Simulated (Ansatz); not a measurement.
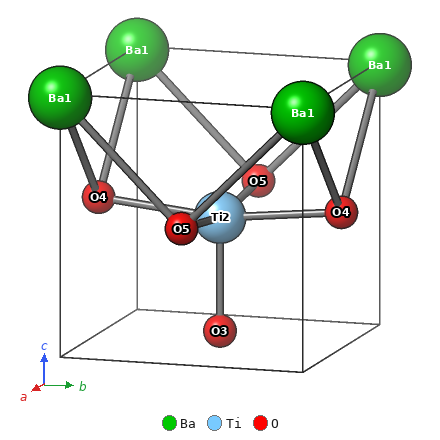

The system is BaTiO₃ (P4mm, No. 99; 5 atoms in the cell); the picture shows the reference structure. The cell is strained homogeneously, by one strain along x and y and another along z, with fractional coordinates fixed (x along [1 0 0], z along [0 0 1] of the conventional cell). The first coordinate is: strain along x and y; the second: strain along z. The scan uses a 5 × 5 grid. Points are written as (first, second). All energies are given in meV/atom relative to the lowest grid point. Level of theory: Ansatz 0.2.0, DFT PBE, scalar-relativistic, plane waves, PAW. Settings: cutoff 420 eV, k-mesh 8×8×6 in the order of the run's cell vectors, gaussian smearing 0.05 eV, no spin polarisation.

Its coordinates:

```xyz
5
Lattice="3.9854 0.0000 0.0000 0.0000 3.9854 0.0000 0.0000 0.0000 4.2018" Properties=species:S:1:pos:R:3 pbc="T T T"
Ba    0.0000    0.0000    4.1443
Ti    1.9927    1.9927    1.9710
O     1.9927    1.9927    0.1590
O     1.9927    0.0000    2.1739
O     0.0000    1.9927    2.1739
```

Range: strain along x and y from −3.0 to 3.0 %; strain along z from −3.0 to 3.0 %.

Question: Predict the map.

Answer: The lowest grid point is at (0.0 %, 0.0 %). It is the only kind of minimum in the scanned range. The highest grid point, (−3.0 %, −3.0 %), lies 58.1 meV/atom above the lowest. Round the minimum the valley is somewhat tilted: raising strain along x and y shifts the best value of strain along z downwards (coupling k₁₂/√(k₁₁k₂₂) about 0.4). The gap on the k-mesh is 1.8 eV at the lowest point and runs from 1.6 to 2.0 eV over the map.

| strain along z ↓, strain along x and y → | −3.0 | −1.5 | 0.0 | 1.5 | 3.0 |
| --- | --- | --- | --- | --- | --- |
| 3.0 | 25.3 | 9.2 | 8.9 | 22.2 | 47.2 |
| 1.5 | 25.9 | 6.0 | 2.3 | 12.4 | 34.3 |
| 0.0 | 31.0 | 7.3 | 0.0 | 6.7 | 25.3 |
| −1.5 | 41.5 | 13.8 | 2.6 | 5.7 | 20.9 |
| −3.0 | 58.1 | 26.1 | 10.9 | 10.2 | 21.9 |

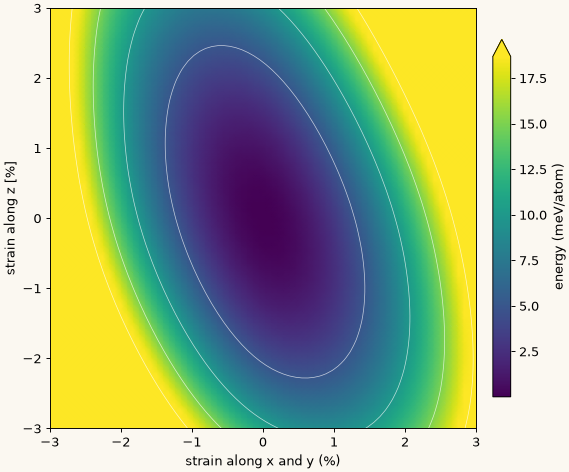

Drawn: a smooth colour map with a few white contour lines, one colour for all values above the top of the scale. Between grid points the surface is interpolated.
